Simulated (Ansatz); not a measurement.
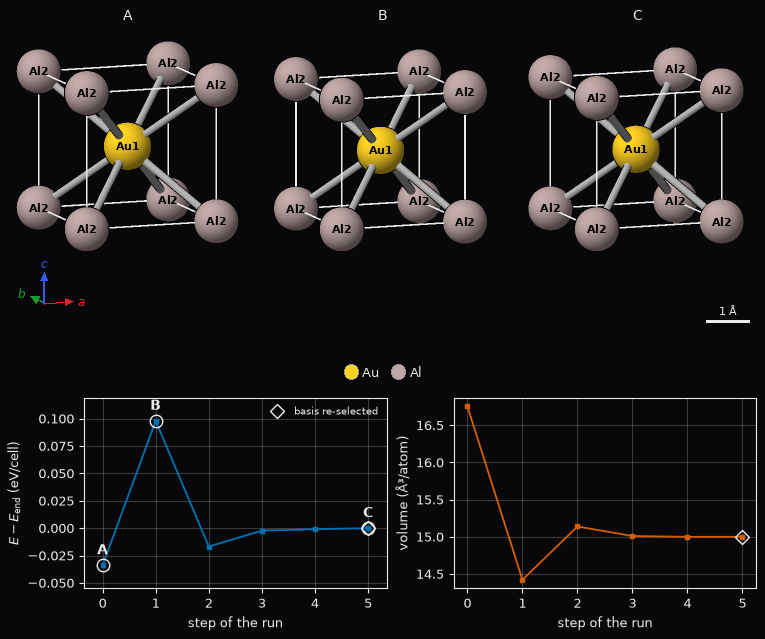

Frames of a relaxation of a crystal of AlAu (set up in Pm-3m), marked on the history of the run. Style: ball-and-stick. Shown: the cell of the calculation, slightly off an axis.

The run lets cell and atoms move.

All numbers below come from Kohn-Sham DFT of a periodic cell, PBEsol, Ansatz PAW (Ansatz 0.2.0).

The input:
```yaml
crystal:
  lattice:
    - [3.223942, 0.0, 0.0]
    - [0.0, 3.223942, 0.0]
    - [0.0, 0.0, 3.223942]
  atoms:
    - { symbol: Au, position: [0.5, 0.5, 0.5] }
    - { symbol: Al, position: [0.0, 0.0, 0.0] }
hamiltonian:
  xc: pbesol
  pseudopotentials: { kind: paw }
kpoints:
  mp_grid: { grid: [8, 8, 8] }
scf:
  occupations: { method: fermi_dirac, width: 0.05 }
output:
  forces: true
  stress: true
  eigenvalues: true
relax:
  f_tol: 0.01
  max_steps: 40
  cell: { stress_tol: 0.05, p_target: 10.0 }
```

Command:
```bash
ansatz run input.yaml --threads 2 --pin off --max-ram 5632MiB --backend cpu --events-out ev --progress --plain --runs-dir out
```

### What happens along the run?

The atoms keep their places relative to the cell (all moves are under 0.005 Å). The volume changes by −10.5 %, with a = b = c 3.224 → 3.107 Å (−3.6 %). Among the contacts that change: Au1–Al2 2.792 → 2.691 Å. The space group stays Pm-3m (No. 221). Over 4 accepted moves (5 points after the start) the energy rises by 33.9 meV per cell of the calculation. With the target pressure of 10 GPa, the enthalpy E + pV changes by −0.185 eV per cell of the calculation. All forces vanish by symmetry, so only the cell relaxes. The pressure goes from −5.17 to 9.98 GPa. At 1 point the geometry stayed and the basis and grid were re-selected for the new cell (energy shift of 0.9 meV per cell of the calculation at most each time). From step 0 to 1: volume −13.9 %, energy +0.132 eV per cell of the calculation. From step 1 to 5: volume +4.0 %, energy −98.0 meV per cell of the calculation.

```
step  E − E(0), meV/atom  pressure, GPa  volume, Å³/atom                      note
   0                0.00          -5.17           16.755                          
   1               65.96          17.83           14.422                          
   2                8.58           8.37           15.139                          
   3               15.85           9.87           15.011                          
   4               16.52          10.00           15.000                          
   5               16.96           9.98           15.000  same geometry, new basis
```
